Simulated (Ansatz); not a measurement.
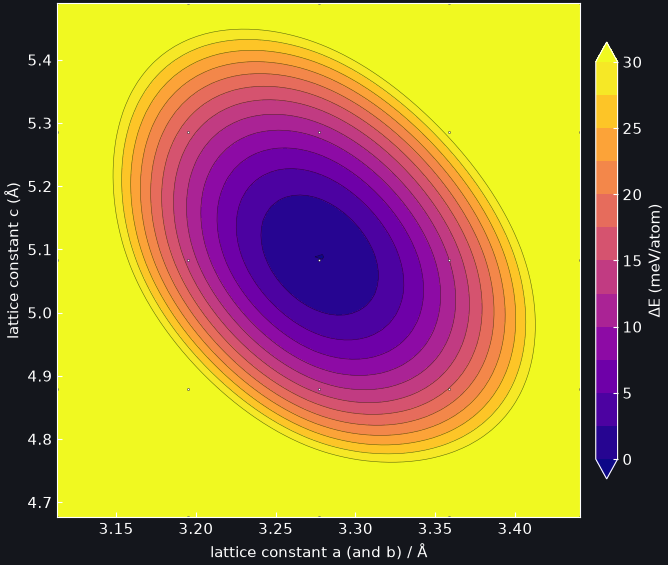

Sc (P6_3/mmc, No. 194; 2 atoms in the cell). The energy is mapped over the lattice constants a and c of the conventional cell. Coordinates scanned: (1) lattice constant a (and b); (2) lattice constant c. Nothing is relaxed (symmetry fixes all fractional coordinates). The scan uses a 5 × 5 grid. Points are written as (first, second). Energies are in meV/atom, from the lowest grid point. Level of theory: Ansatz, DFT PBEsol, scalar-relativistic, plane waves, PAW. Settings: cutoff 520 eV, k-mesh 15×15×10 in the order of the run's cell vectors, gaussian smearing 0.15 eV, no spin polarisation.

The picture shows filled contours, dots at the grid points, one colour for all values above the top of the scale. Between grid points the surface is interpolated.

**Where is the minimum, and how stiff is the well along each coordinate?**

The interpolated minimum is at lattice constant a (and b) ≈ 3.277 Å, lattice constant c ≈ 5.082 Å. The curvatures there are about 8 eV/Å² and 1.2 eV/Å², with a cross term of about 1.1 eV/Å² (per cell of 2 atoms). Round the minimum the valley is somewhat tilted: raising lattice constant a (and b) shifts the best value of lattice constant c downwards (coupling k₁₂/√(k₁₁k₂₂) about 0.3).
